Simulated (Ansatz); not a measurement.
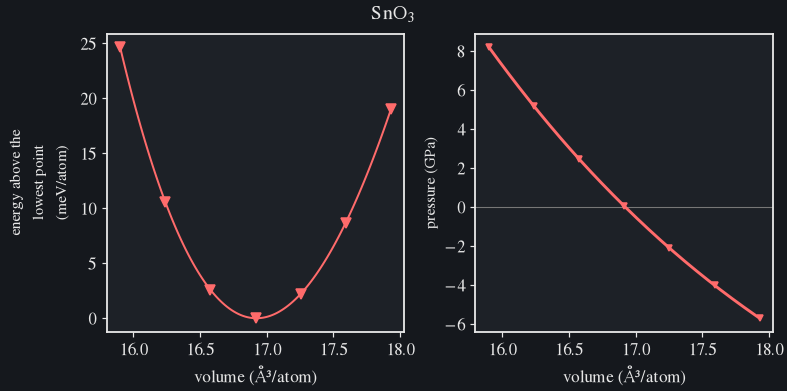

Figure. Energy above the lowest point and pressure against volume for SnO₃, space group Pm-3m (No. 221) (one of a set of cubic test structures, which need not be the stable phase).

A third-order Birch–Murnaghan fit gives V0 = 16.92 Å³/atom, B0 = 113 GPa and B′ = 4.8. The energy above the lowest point is 24.7 meV/atom at volume 15.90 Å³/atom and 19.0 meV/atom at 17.93 Å³/atom; the lowest computed point is at volume 16.92 Å³/atom (0.0 meV/atom). The pressure falls from 8.2 GPa at volume 15.90 Å³/atom to −5.7 GPa at 17.93 Å³/atom, and changes sign near 16.92 Å³/atom.

Method: equation of state of a cubic crystal from periodic Kohn-Sham density functional theory without spin, third-order Birch-Murnaghan fit to the free energies; pressure corrected for the finite basis (Ansatz 0.2.0 development build). Level: PBE.

- structure type: ReO3
- atoms in cell: 4
- space group number: 221
- lattice centring: simple cubic
- k mesh: 27×27×27
- occupation method: Fermi–Dirac
- occupation width: 0.06123 eV
- wave cutoff: 420 eV
- datasets: soft-1 PAW
- density tolerance: 1e−07 eV
- bands: 20
- density cutoff ratio: 4
- search for lower states: default

Caveats: cubic model structure, not the ambient form; no spin polarisation, a magnetic state may lie lower.
